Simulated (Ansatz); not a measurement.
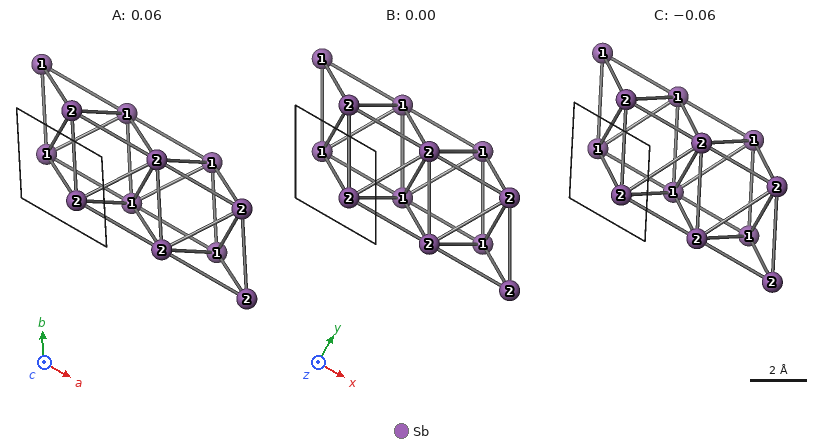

A scan of a crystal of Sb (P6_3/mmc): the cell is strained along x and oppositely along y, with the atoms kept at their fractional coordinates. x, y and z are the Cartesian axes of the input. A ball-and-stick model of the cell of the calculation, repeated 3 × 2 × 1 with one cell outlined, seen along the c axis.

The calculation used DFT PBEsol, scalar-relativistic, plane waves, PAW (Ansatz). (plane-wave cutoff 420 eV; k-point mesh 18 × 18 × 10; occupations gaussian; smearing width 0.15 eV; no spin polarisation). Energies (free energies at the smearing named) are counted from the cell as listed in its source, which wasn't relaxed.

> Order these geometries by energy, lowest first.

Lowest first: A (the strain 0.06, −9.2 meV/atom), B (the strain 0.00, 0.0 meV/atom), C (the strain −0.06, 7.5 meV/atom). Over the whole scan: the lowest computed point lies at the strain 0.06 (−9.2 meV/atom). Further local minima among the points: −0.015 (−0.5 meV/atom). A local maximum lies at 0.00 (0.0 meV/atom). The energy is still falling at the end of the range, so the minimum along this coordinate lies there or beyond. The end points stand at 7.5 meV/atom (−0.06) and −9.2 meV/atom (0.06). The distortion takes the space group from P6_3/mmc to Cmcm. At the strain −0.06 the cell of the drawing goes a 3.369 → 3.167 Å, b 3.369 → 3.474 Å, γ 120.0° → 117.1°.
